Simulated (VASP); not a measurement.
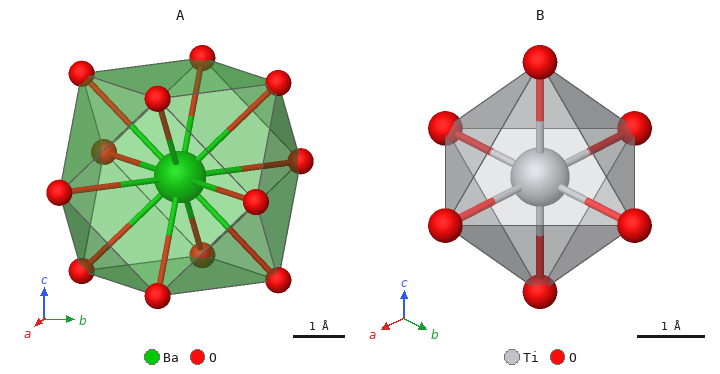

Coordination polyhedra in BaTiO3 (Pm-3m). The shape measure S (0 to 100) is the computed least-squares distance from an ideal polyhedron; S = 0 means ideal. Source: an entry of the Crystallography Open Database, as set up for an electronic-structure calculation.

**Which coordination does each panel show?**

A. BaO12: an essentially ideal cuboctahedron (coordination number 12, S = 0.00; next best icosahedron, S = 5.3); mean bond 2.83 Å.
B. TiO6: an essentially ideal octahedron (coordination number 6, S = 0.00; next best trigonal prism, S = 16.7); mean bond 2.00 Å.
